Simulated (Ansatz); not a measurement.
## Geometry relaxation of C

System: C (slab, 10 atoms in the cell).
Method: DFT PBE+D3(BJ), scalar-relativistic, plane waves, PAW, no spin polarisation (Ansatz 0.2.0).

The structure derives from a Materials Project entry. The input holds or restrains some coordinates. Forces given for the steps count only the free coordinates. It belongs to a series of runs on one base structure; here: clean slab, lower half held.

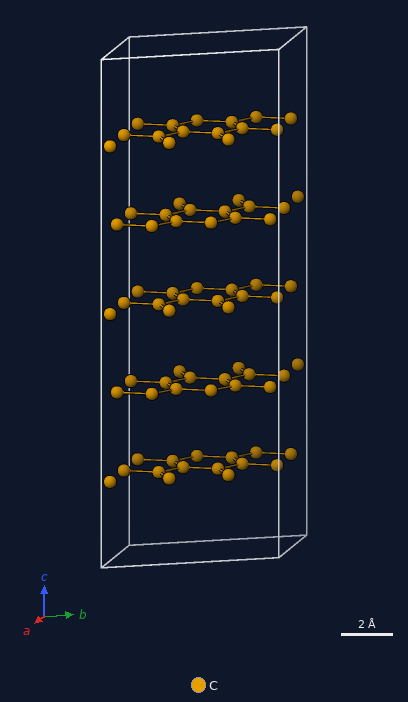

*The starting structure (ball-and-stick view of the 2 × 3 repeat of the cell, with the vacuum cut short, seen slightly off an axis). An atom can appear more than once, as a periodic image.*

Input
```yaml
crystal:
  lattice:
    - [2.4655379958, 0.0, 0.0]
    - [-1.2327689979, 2.1341461202, 0.0]
    - [0.0, 0.0, 30.5979677131]
  atoms:
    - { symbol: C, position: [0.0833101793, 0.1666203587, 0.2777962275] }
    - { symbol: C, position: [0.4166898207, 0.8333796413, 0.2777962275] }
    - { symbol: C, position: [0.5833101793, 0.1666203587, 0.3888994625] }
    - { symbol: C, position: [0.9166898207, 0.8333796413, 0.3888994625] }
    - { symbol: C, position: [0.0833101793, 0.1666203587, 0.5] }
    - { symbol: C, position: [0.4166898207, 0.8333796413, 0.5] }
    - { symbol: C, position: [0.5833101793, 0.1666203587, 0.611103235] }
    - { symbol: C, position: [0.9166898207, 0.8333796413, 0.611103235] }
    - { symbol: C, position: [0.0833101793, 0.1666203587, 0.7222037725] }
    - { symbol: C, position: [0.4166898207, 0.8333796413, 0.7222037725] }
basis:
  ecutwfc: 420
kpoints:
  mp_grid: { grid: [12, 12, 1] }
hamiltonian:
  xc: pbe
  dispersion: d3bj
scf:
  occupations: { method: gaussian, width: 0.1 }
output:
  forces: true
  eigenvalues: true
relax:
  adjacent_minimum: "off"
  f_tol: 0.03
  max_steps: 70
  constraints: [{ sites: [0, 1, 2, 3] }]
efield:
  axis: 3
  dipole_correction: true
  ramp_width: 0.04
```

Machine: 2 threads of AMD EPYC (Zen 5), 32 GiB of memory available, shared host.

Launched with:
```bash
ansatz run input.yaml --threads 2 --pin off --max-ram 5120MiB --backend cpu --events-out ev --progress --plain --runs-dir out
```

What the program printed
```
Engine: ansatz 0.2.0, x86_64-unknown-linux-gnu
Pseudopotentials: kind: paw
Pseudopotential: C, paw, valence charge 4, recommended cutoff 420 eV (normal), C.paw.azcp
Functional definition: PBE
  parameter kappa = 0.804
  parameter beta = 0.06672455060314922
  exchange = pbe_x(kappa = kappa, mu = beta*pi^2/3)
  correlation = pbe_c(beta = beta)
Crystal: 10 atoms, lattice volume = 161.001 Å³
Basis set: ecut = 420 eV, 3049 PW (Γ), exchange–correlation on 36×36×432 points (8 copies of the dense FFT grid, shifted against one another)
Bands: 30, of which v1, the nominal top of the filled ones, is band 20 counted from 1 (19 counted from 0)
Symmetry: 4 space group operations
k-points: 43 of 144
Non-local potential: C, projectors of the file, l = 0: 2, l = 1: 2, l = 2: 1
PAW form: soft (Blöchl's): semilocal exchange-correlation on the pseudo side does not see the compensation charge
PAW one-centre angular grid: C, 110 points (default); XC on 64 Gauss nodes
Initial density: superposition of atomic densities (neutral atoms: chi_scale 0, normalization atom), corrected by the library's trained network
Initial wavefunctions: pseudopotential atomic-orbital guess
Functional: x = pbe(κ = 0.804, μ = 0.2195149727645171), c = pbe(β = 0.06672455060314922)
SCF iter   1: F=—  HF=-2510.705234 eV  |F-HF|=—  |Δ(HF+E_count)|=         —  Δρ=2.14e-3  dr2=7.51e-3  ethr=1.77e-3  p=0.000 e·Å  D=5.50e-7 V/Å  ΔV_dip=-0.00 eV  dr2_dipole=6.97e-9  V_vac-E_F(+/−)=4.47/4.47 eV  ⟨swp⟩=11.4  Hψ=8007  notcnv=0  defer=7
efield: sawtooth ramp at fractional position 0.9800 (placed from the atoms, in the widest stretch of the axis that holds none; the zero of the levels goes with the place), width 0.0400; the density the first Hamiltonian is built on has a dipole p = 0.000 e·Å; the dipole correction subtracts the counter field D = 5.50e-7 V/Å, which shifts the + side's vacuum level by -0.00 eV against the − side's; the planar-averaged density in the ramp window peaks in size at 1.8e-5 e/Å³
preconditioner: auto → LDOS  [metal: Δε(μ)=0.114 eV  Ē_g=15.291 eV  σ=0.100 eV  W_gap=0.46  n_scr=20 (ndim 8)  ℏωp=18.5 eV  f_vac=0.444  D(μ)=0.44/eV (n_scr^D=6)  β→1.0]
SCF iter   2: F=—  HF=-2510.707905 eV  |F-HF|=—  |Δ(HF+E_count)|=   2.67e-3  Δρ=7.14e-4  dr2=2.50e-3  ethr=1.88e-5  p=0.000 e·Å  D=3.21e-5 V/Å  ΔV_dip=-0.00 eV  dr2_dipole=4.02e-8  V_vac-E_F(+/−)=4.20/4.20 eV  ⟨swp⟩=2.6  Hψ=2678  notcnv=0  defer=120
SCF iter   3: F=—  HF=-2510.707338 eV  |F-HF|=—  |Δ(HF+E_count)|=   5.67e-4  Δρ=3.20e-4  dr2=6.69e-4  ethr=6.26e-6  p=-0.000 e·Å  D=-1.41e-5 V/Å  ΔV_dip=0.00 eV  dr2_dipole=1.37e-9  V_vac-E_F(+/−)=4.30/4.30 eV  ⟨swp⟩=2.4  Hψ=2119  notcnv=0  defer=117
SCF iter   4: F=—  HF=-2510.707203 eV  |F-HF|=—  |Δ(HF+E_count)|=   1.35e-4  Δρ=8.10e-5  dr2=1.82e-5  ethr=1.67e-6  p=-0.000 e·Å  D=-3.39e-6 V/Å  ΔV_dip=0.00 eV  dr2_dipole=8.97e-13  V_vac-E_F(+/−)=4.28/4.28 eV  ⟨swp⟩=2.1  Hψ=1563  notcnv=0  defer=117
iter 5 did not close the SCF: its close was put off for the readings that it lacked (scf_convergence_deferred on its scf_iter line)
SCF iter   5: F=-2510.707210 eV  HF=-2510.707211 eV  |F-HF|=3.73e-7  |Δ(HF+E_count)|=   8.07e-6  Δρ=1.01e-5  dr2=7.79e-7  ethr=4.56e-8  p=0.000 e·Å  D=6.64e-7 V/Å  ΔV_dip=-0.00 eV  dr2_dipole=6.69e-11  V_vac-E_F(+/−)=4.28/4.28 eV  ⟨swp⟩=2.3  Hψ=1986  notcnv=0  defer=117
SCF iter   6: F=-2510.707211 eV  HF=-2510.707211 eV  |F-HF|=5.24e-8  |Δ(HF+E_count)|=   1.79e-7  Δρ=3.37e-6  dr2=2.04e-8  ethr=1.95e-9  p=-0.000 e·Å  D=-5.16e-7 V/Å  ΔV_dip=0.00 eV  dr2_dipole=2.14e-12  V_vac-E_F(+/−)=4.27/4.27 eV  ⟨swp⟩=24.3  Hψ=8266  notcnv=0
the search or the solves at the SCF's close seem to have found levels that the self-consistency loop had missed (the run counts 1). By its estimate they hold under 1e-12 electrons; where the run keeps them, the occupations were computed again with them
SCF 1 converged in 6 iterations: F = -2510.707211 eV  dr2 = 2.04e-8
  greatest PAW one-centre occupation: 0.673 electrons in one spin orbital (limit 2), on the C atom at site 5 (counted from 0), in its partial waves of l = 0
relax step   1: F+E_penalty+E_count = -2510.70721107 eV  Δ(F+E_penalty+E_count) = +0.000e0 eV  max|allowed force component| = 2.254e-3 eV/Å  Δτ_max = 0.0000 Å  (6 SCF iters, dr2 threshold 2.25e-5 eV, accepted)
Initial density: handed on by an earlier stage of this run
Initial wavefunctions: those handed on with the density
iter 1 solved again at ethr=4.99e-11 eV; its pass at ethr=3.10e-3 eV (dr2=1.99e-8 eV) is discarded
SCF iter   1: F=—  HF=-2510.707157 eV  |F-HF|=—  |Δ(HF+E_count)|=         —  Δρ=3.46e-6  dr2=2.03e-8  ethr=4.99e-11  p=-0.000 e·Å  D=-5.16e-7 V/Å  ΔV_dip=0.00 eV  dr2_dipole=2.09e-12  V_vac-E_F(+/−)=4.27/4.27 eV  ⟨swp⟩=1.1  Hψ=3618  notcnv=0
efield: sawtooth ramp at fractional position 0.9800 (handed on by an earlier solve), width 0.0400; the density the first Hamiltonian is built on has a dipole p = -0.000 e·Å; the dipole correction subtracts the counter field D = -5.16e-7 V/Å, which shifts the + side's vacuum level by +0.00 eV against the − side's; the planar-averaged density in the ramp window peaks in size at 7.7e-8 e/Å³
preconditioner: auto → LDOS  [metal: Δε(μ)=0.111 eV  Ē_g=15.271 eV  σ=0.100 eV  W_gap=0.45  n_scr=20 (ndim 8)  ℏωp=18.5 eV  f_vac=0.443  D(μ)=0.43/eV (n_scr^D=6)  β→1.0]
iter 2 did not close the SCF: its close was put off until two iterations running show no level that it waits for move by more than its bar (scf_convergence_deferred on its scf_iter line)
SCF iter   2: F=-2510.707211 eV  HF=-2510.707211 eV  |F-HF|=1.00e-8  |Δ(HF+E_count)|=   5.44e-5  Δρ=1.71e-6  dr2=1.50e-8  ethr=4.99e-11  p=0.000 e·Å  D=1.41e-7 V/Å  ΔV_dip=-0.00 eV  dr2_dipole=4.15e-13  V_vac-E_F(+/−)=4.28/4.28 eV  ⟨swp⟩=11.4  Hψ=6213  notcnv=0
iter 3 did not close the SCF: its close was put off until two iterations running show no level that it waits for move by more than its bar (scf_convergence_deferred on its scf_iter line)
SCF iter   3: F=-2510.707211 eV  HF=-2510.707211 eV  |F-HF|=6.18e-10  |Δ(HF+E_count)|=  8.97e-10  Δρ=4.42e-7  dr2=6.23e-10  ethr=3.75e-11  p=-0.000 e·Å  D=-3.88e-7 V/Å  ΔV_dip=0.00 eV  dr2_dipole=4.61e-15  V_vac-E_F(+/−)=4.28/4.28 eV  ⟨swp⟩=3.3  Hψ=4425  notcnv=0
SCF iter   4: F=-2510.707211 eV  HF=-2510.707211 eV  |F-HF|=2.35e-10  |Δ(HF+E_count)|=  7.96e-10  Δρ=1.32e-7  dr2=1.73e-11  ethr=1.56e-12  p=-0.000 e·Å  D=-2.41e-7 V/Å  ΔV_dip=0.00 eV  dr2_dipole=7.13e-15  V_vac-E_F(+/−)=4.28/4.28 eV  ⟨swp⟩=2.6  Hψ=3642  notcnv=0
SCF 2 converged in 4 iterations: F = -2510.707211 eV  dr2 = 1.73e-11
relax step   2: F+E_penalty+E_count = -2510.70721108 eV  Δ(F+E_penalty+E_count) = -7.085e-9 eV  max|allowed force component| = 2.248e-3 eV/Å  Δτ_max = 0.0000 Å  (4 SCF iters, accepted)
```

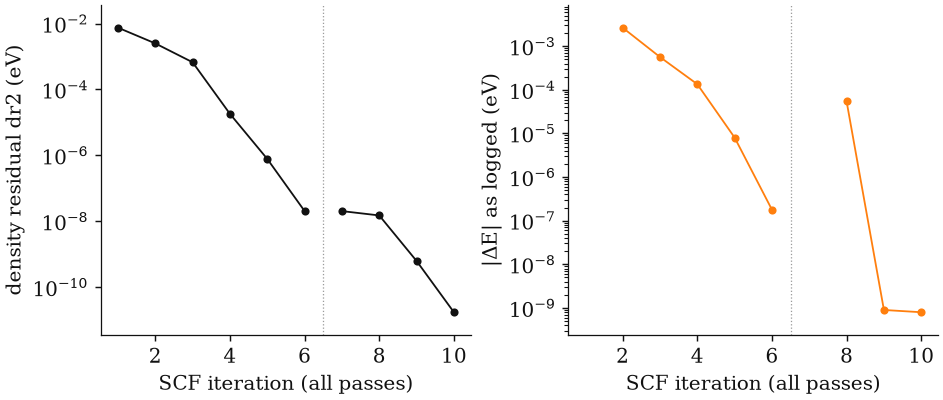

*Convergence of the self-consistent field: density residual dr2 and size of the energy change against the SCF iteration. The dotted lines part the SCF passes of the relaxation: geometry steps, rejected trials and re-solves on a re-selected basis.*

The passes take 6 and 4 iterations.

```
SCF converged after 4 iterations
Free energy (F): -2510.707211 eV
Harris-Foulkes:  -2510.707211 eV  (|F-HF|=2.35e-10)
Internal energy: -2510.705039 eV  (E = F + TS)
E sigma→0 (E₀):  -2510.706125 eV
Entropy (-TS):   -0.002172 eV (-0.217 meV/atom)
Fermi energy:    1.903097 eV
Dipole field:    D = -0.000000 V/Å  (p = -0.000000 e·Å, saw-weighted, corrected)
Work function:   Φ+ = 4.2751 eV   Φ− = 4.2751 eV
Levels:          The Fermi level and band energies are counted from a zero that moves with the ramp; work functions are not
--- Per-component energies (eV) ---
  E_band       = -289.246808
  E_kinetic    = 909.262553
  E_local      = -30469.764358  (includes V_loc(G=0)·N_el)
  E_nonlocal   = 273.047551
  E_hartree    = 14830.328183
  E_xc         = -480.075794
  E_vxc        = -594.397734  (∫ρ·V_xc dr)
  E_paw        = -993.453356  (= ΣΔE_a)
  E_vpaw       = -68.051355  (= ΣTr[D̂ρ^β])
  E_aug_tail   = 0.000074  (compensation charges beyond the density's cutoff)
  E_efield     = 0.000000  (sawtooth field / dipole correction)
  E_vefield    = 0.000000  (∫n·V_field dr)
  E_ewald      = 13421.345309
  E_disp       = -1.395201  (pairwise vdW)
  E_smearing   = -0.002172  (= −TS)
  E_closure    = 0.000000  (closes the sum)
  Σ components = -2510.707211   (vs F -2510.707211, Δ=0.00e0)
--- Forces (eV/Å), atoms counted from 1 ---
  atom   1  C     -0.00000000     0.00224850     0.00078981
  atom   2  C      0.00000000    -0.00224850     0.00078981
  atom   3  C     -0.00000000     0.00154054     0.00042812
  atom   4  C      0.00000000    -0.00154054     0.00042812
  atom   5  C     -0.00000000     0.00105149     0.00001264
  atom   6  C      0.00000000    -0.00105149     0.00001264
  atom   7  C     -0.00000000     0.00154017    -0.00045370
  atom   8  C      0.00000000    -0.00154017    -0.00045370
  atom   9  C     -0.00000000     0.00224754    -0.00077688
  atom  10  C      0.00000000    -0.00224754    -0.00077688
  max |Σ_I F_I| component: 1.93e-8 eV/Å
--- Band table (eV; the first three rows and the last of 43) ---
  k-point 0: bands = ["-17.7258", "-17.6800", "-17.6139", "-17.5443", "-17.4909", "-6.4599", "-6.1621", "-5.7272", "-5.2536", "-4.8742", "-1.1353", "-1.1333", "-1.1246", "-1.1225", "-1.1222", "-1.1145", "-1.1140", "-1.1105", "-1.1068", "-1.1053", "5.4384", "5.5011", "6.3566", "6.7794", "7.1699", "8.1476", "8.4987", "9.8675", "10.2207", "10.2336"]
  k-point 1: bands = ["-17.5605", "-17.5152", "-17.4498", "-17.3808", "-17.3280", "-6.2596", "-5.9634", "-5.5310", "-5.0604", "-4.6836", "-1.7775", "-1.7761", "-1.7686", "-1.7605", "-1.7536", "-1.4761", "-1.4736", "-1.4644", "-1.4532", "-1.4441", "5.6594", "5.7226", "6.5746", "6.9901", "7.3862", "8.3506", "8.7101", "10.0353", "10.2777", "10.3127"]
  k-point 2: bands = ["-17.0664", "-17.0225", "-16.9591", "-16.8922", "-16.8409", "-5.6632", "-5.3720", "-4.9477", "-4.4865", "-4.1180", "-3.4284", "-3.4223", "-3.4096", "-3.3944", "-3.3822", "-2.2736", "-2.2700", "-2.2602", "-2.2479", "-2.2378", "6.3213", "6.3865", "7.2253", "7.6262", "8.0324", "8.9559", "9.3338", "10.1802", "10.1961", "10.2436"]
  k-point 42: bands = ["-13.4112", "-13.3788", "-13.3312", "-13.2805", "-13.2414", "-8.6723", "-8.6511", "-8.6185", "-8.5827", "-8.5546", "-7.0870", "-7.0727", "-7.0497", "-7.0236", "-7.0028", "-1.3780", "-1.1559", "-0.8400", "-0.5083", "-0.2536", "4.2685", "4.4555", "4.7223", "5.0031", "5.2190", "11.2681", "11.3079", "11.6961", "12.1963", "12.5365"]
--- Relaxed structure (2 steps of the walk, 2 accepted, 0 SCFs on fresh bases) ---
  F+E_penalty+E_count = -2510.70721108 eV   max|allowed force component| = 2.248e-3 eV/Å
  atoms:
    - { symbol: C, position: [0.08331017935000001, 0.16662035870000003, 0.27779622750000005] }
    - { symbol: C, position: [0.4166898206500001, 0.8333796413000002, 0.27779622750000005] }
    - { symbol: C, position: [0.58331017935, 0.16662035870000003, 0.38889946250000007] }
    - { symbol: C, position: [0.91668982065, 0.8333796413000002, 0.38889946250000007] }
    - { symbol: C, position: [0.08331017935000001, 0.16662035870000003, 0.5] }
    - { symbol: C, position: [0.4166898206500001, 0.8333796413000002, 0.5] }
    - { symbol: C, position: [0.58331017935, 0.16662035870000003, 0.611103235] }
    - { symbol: C, position: [0.91668982065, 0.8333796413000002, 0.611103235] }
    - { symbol: C, position: [0.08331017935000001, 0.16662035870000003, 0.7222037725000001] }
    - { symbol: C, position: [0.4166898206500001, 0.8333796413000002, 0.7222037725000001] }
```

Trajectory as extended XYZ (Å, eV, eV/Å), 2 frames, from step=1 to step=2
```
10
Lattice="2.4655 0.0000 0.0000 -1.2328 2.1341 0.0000 0.0000 0.0000 30.5980" Properties=species:S:1:pos:R:3:forces:R:3 step=1 energy=-2510.70721
C     0.0000    0.3556    8.5000    0.0000   0.0023   0.0008
C     0.0000    1.7786    8.5000    0.0000  -0.0023   0.0008
C     1.2328    0.3556   11.8995    0.0000   0.0015   0.0004
C     1.2328    1.7786   11.8995    0.0000  -0.0015   0.0004
C     0.0000    0.3556   15.2990    0.0000   0.0011   0.0000
C     0.0000    1.7786   15.2990    0.0000  -0.0011   0.0000
C     1.2328    0.3556   18.6985    0.0000   0.0015  -0.0004
C     1.2328    1.7786   18.6985    0.0000  -0.0015  -0.0004
C     0.0000    0.3556   22.0980    0.0000   0.0023  -0.0008
C     0.0000    1.7786   22.0980    0.0000  -0.0023  -0.0008
10
Lattice="2.4655 0.0000 0.0000 -1.2328 2.1341 0.0000 0.0000 0.0000 30.5980" Properties=species:S:1:pos:R:3:forces:R:3 step=2 energy=-2510.70721
C     0.0000    0.3556    8.5000    0.0000   0.0022   0.0008
C     0.0000    1.7786    8.5000    0.0000  -0.0022   0.0008
C     1.2328    0.3556   11.8995    0.0000   0.0015   0.0004
C     1.2328    1.7786   11.8995    0.0000  -0.0015   0.0004
C     0.0000    0.3556   15.2990    0.0000   0.0011   0.0000
C     0.0000    1.7786   15.2990    0.0000  -0.0011   0.0000
C     1.2328    0.3556   18.6985    0.0000   0.0015  -0.0005
C     1.2328    1.7786   18.6985    0.0000  -0.0015  -0.0005
C     0.0000    0.3556   22.0980    0.0000   0.0022  -0.0008
C     0.0000    1.7786   22.0980    0.0000  -0.0022  -0.0008
```

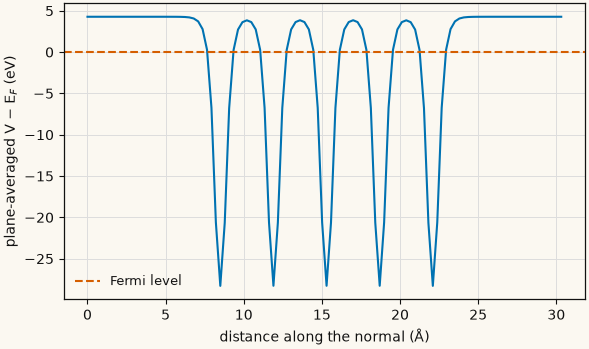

*Plane average of the electrostatic potential energy of an electron across the cell, from the Fermi level.*

The vacuum level lies 4.28 eV above the Fermi level.

Results in brief

| quantity | value |
| --- | --- |
| outcome | converged under the restraints of the input |
| electrons treated | 40 |
| free energy | −2510.7072 eV |
| work function, top face | 4.28 eV |
| work function, bottom face | 4.28 eV |
| Fermi energy | 1.903 eV |
| gap on the k-point mesh | none (metallic) |
| final volume | 161.00 Å³ |
| work function (upper face) | 4.28 eV |
| largest force (length of the vector) at the end, held atoms and coordinates included | 0.002 eV/Å |
| wall time | 5.8 s (CPU time 11 s) |
| peak memory | 0.55 GiB |
